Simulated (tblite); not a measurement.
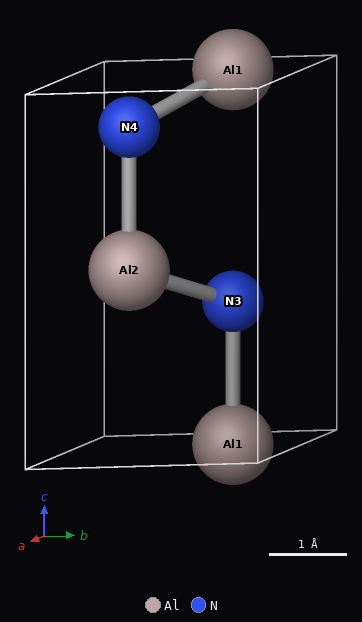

Figure 1. The structure as given in the input (ball-and-stick view of the cell of the calculation, seen slightly off an axis; atoms are numbered from 1 in the order of the input).

# Run report: AlN, single-point calculation

The run: single-point calculation of AlN (P6₃mc, 4 atoms in the cell). Method and program: with the settings of its input (tblite 0.8.0).

The structure was built on a prototype by a generator. Some settings of this run were made unusual or wrong on purpose. The geometry comes from this level: r2SCAN.

Output:
```
------------------------------------------------------------
  cycle        total energy    energy error   density error
------------------------------------------------------------
      1     -243.0671293911  -2.4525860E+02   4.6938857E-01
      2     -261.0985680482  -1.8031439E+01   2.0756209E-01
      3     -261.9330188080  -8.3445076E-01   9.6444466E-02
      4     -262.0536270813  -1.2060827E-01   3.6130270E-02
      5     -261.1035099763   9.5011711E-01   8.1954061E-02
      6     -261.6394089429  -5.3589897E-01   5.9724040E-02
      7     -261.8818860017  -2.4247706E-01   4.2322939E-02
      8     -262.1251240712  -2.4323807E-01   3.8473559E-03
      9     -262.1260961658  -9.7209458E-04   4.5777046E-04
     10     -262.1261064264  -1.0260547E-05   2.3260210E-04
     11     -262.1261086041  -2.1777932E-06   1.0449104E-04
     12     -262.1261081476   4.5658982E-07   9.6451849E-05
     13     -262.1261087969  -6.4937427E-07   4.9636852E-05
     14     -262.1261089610  -1.6408217E-07   2.3153061E-05
     15     -262.1261089677  -6.7195742E-09   1.7226535E-05
------------------------------------------------------------

 total:                                  28.215 sec
energy_per_cell -222.90046056832142
homo -10.306619031205795
lumo -8.302883651082064
stress [[5.802877582573101, -0.0016680141539861897, -5.337191911687482e-06], [-0.001668014153986446, 5.800951248335324, 3.0814291877381684e-06], [-5.337191911408779e-06, 3.081429187354895e-06, 8.25346392802579]]
charges [0.2954620185270167, 0.29546377278536573, -0.3266863993159175, -0.32668882002023447]
electrons 16.0625
```

This output came from the following input.

The input:
```python
import json
from ase import Atoms
from ase.build import make_supercell
from ase.units import Bohr, GPa, Hartree
from tblite.interface import Calculator

atoms = Atoms(['Al', 'Al', 'N', 'N'],
              cell=[[3.10669376, 0.0, 0.0], [-1.55334688, 2.69047572, 0.0], [0.0, 0.0, 4.97859155]],
              scaled_positions=[[0.333333333, 0.666666667, -0.003295473], [0.666666667, 0.333333333, 0.496704527], [0.333333333, 0.666666667, 0.378295473], [0.666666667, 0.333333333, 0.878295473]],
              pbc=True)
cluster = make_supercell(atoms, [[4, 0, 0], [0, 4, 0], [0, 0, 2]])
calc = Calculator('GFN2-xTB', cluster.numbers, cluster.positions / Bohr, lattice=cluster.cell[:] / Bohr, charge=-2.0, periodic=cluster.pbc)
calc.set('temperature', 0.02 / Hartree)
calc.set('max-iter', 150)
res = calc.singlepoint()
levels = res.get('orbital-energies') * Hartree
nv = round(res.get('orbital-occupations').sum() / 2)
cells = len(cluster) // len(atoms)
out = {'energy_per_cell': res.get('energy') * Hartree / cells, 'homo': levels[nv - 1], 'lumo': levels[nv],
       'stress': (-res.get('virial') * Hartree / cluster.get_volume() / GPa).tolist(), 'charges': res.get('charges')[:len(atoms)].tolist(), 'electrons': 2 * nv / cells}
json.dump(out, open('results.json', 'w'))
for key, value in out.items():
    print(key, value)
```

Launched with:
```bash
python run.py
```

Outcome:

| quantity | value |
| --- | --- |
| outcome | converged |
| space group (tolerance 0.01 Å) | P6₃mc (186) |
| electrons treated | 16.062 |
| total energy | −222.9005 eV |
| band gap | 2.00 eV |
| pressure | 6.62 GPa |
| hardware | 1 thread of Arm Neoverse N1, 98 GiB of memory available, shared host |
| wall time | 29 s |
| peak memory | 0.19 GiB |

Some settings of this run were drawn to be unusual or wrong. It converged; results that depend on the unusual settings are not reference values.
